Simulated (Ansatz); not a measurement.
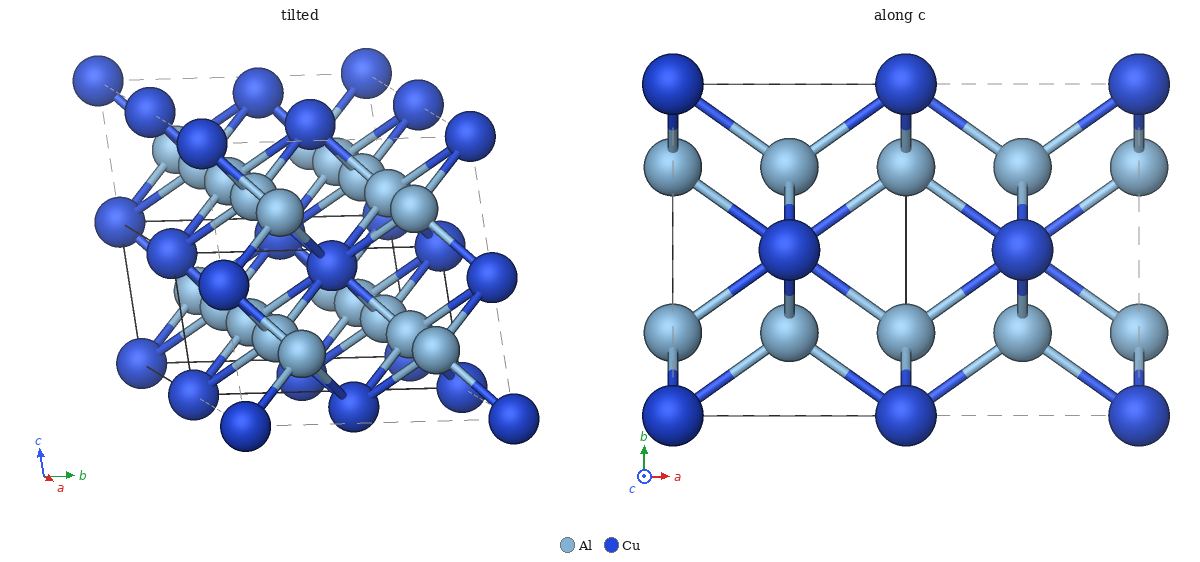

The image is a ball-and-stick drawing of a crystal, viewed slightly off an axis and along the c axis. Shown are 2×1×2 repeats of the conventional unit cell, one of them outlined in solid lines.

It has the composition Al2Cu. Its lattice is base-centred monoclinic, its space group C2/m (No. 12). Cell content: 4 Al, 2 Cu, that is 2 formula units. By contacts within bonding range, the coordination numbers are Al 4 and Cu 8.

The cell started as a structure listed in the Materials Project. The cell was then strained or its atoms displaced on purpose. A calculation with Ansatz used it as input.

At this level of theory the run's own cell isn't at rest (forces up to 0.9 eV/Å), so its distances can differ from those at equilibrium, the more so the softer the solid.
